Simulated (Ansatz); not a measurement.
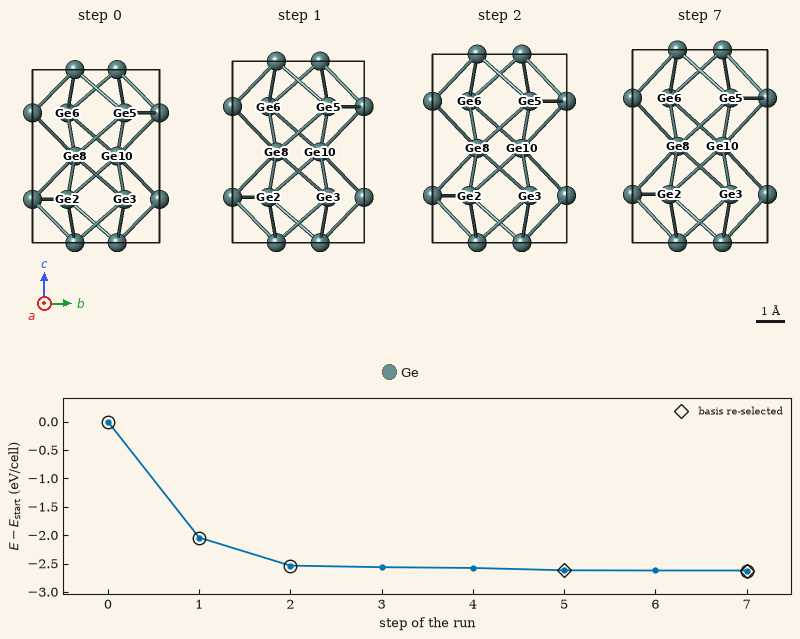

Frames of a relaxation of a crystal of Ge (a generated structure, set up in P6_3/mcm) (coarse preliminary run), marked on the history of the run. A ball-and-stick model of the cell of the calculation, seen along the a axis.

Method: DFT PBE, scalar-relativistic, plane waves, PAW in Ansatz 0.2.0. (plane-wave cutoff 420 eV; k-point mesh 6 × 6 × 4; occupations gaussian; smearing width 0.1 eV; no spin polarisation; cell and atoms relaxed; force threshold 0.04 eV/Å; at most 70 steps)

**Describe the path.**

After 5 accepted moves (7 points after the start) the energy has fallen by 2.623 eV per cell of the calculation. Largest force component: 0.51 eV/Å at the start, 0.0017 eV/Å at the end. The pressure goes from 24.33 to 0.06 GPa. At 2 points the geometry stayed and the basis and grid were re-selected for the new cell (energy shift of 41.3 meV per cell of the calculation at most each time). The largest moves relative to the cell, 0.010 Å, are those of Ge atoms. The drawn cell changes as follows: a = b 5.397 → 5.734 Å (+6.2 %), c 6.369 → 7.093 Å (+11.4 %); the volume changes by +25.7 %. Among the contacts that change: Ge–Ge 2.538 → 2.753 Å, Ge–Ge 2.567 → 2.710 Å. Bond angles that change, for instance: Ge–Ge–Ge 77.7° → 80.2°. The space group stays P6_3/mcm (No. 193). Cost: 4.9 min on 1 thread of Intel(R) Xeon(R) Processor @ 2.50GHz (Skylake/Cascade Lake) (shared host), peak memory 0.62 GiB. From step 0 to 1: volume +12.5 %, energy −2.043 eV per cell of the calculation. From step 1 to 2: volume +7.8 %, energy −0.494 eV per cell of the calculation. From step 2 to 7: volume +3.6 %, energy −86.3 meV per cell of the calculation.

```csv
step,"E − E(0), meV/atom","largest force component, eV/Å","pressure, GPa","volume, Å³/atom",note
0,0.00,0.5089,24.33,16.067,
1,-204.28,0.1909,8.96,18.081,
2,-253.68,0.0680,2.17,19.494,
3,-256.46,0.0282,-0.15,20.121,
4,-257.82,0.0057,-0.14,20.108,
5,-261.95,0.0049,0.32,20.108,"same geometry, new basis"
6,-262.29,0.0017,0.07,20.200,
7,-262.31,0.0017,0.06,20.200,"same geometry, new basis"
```
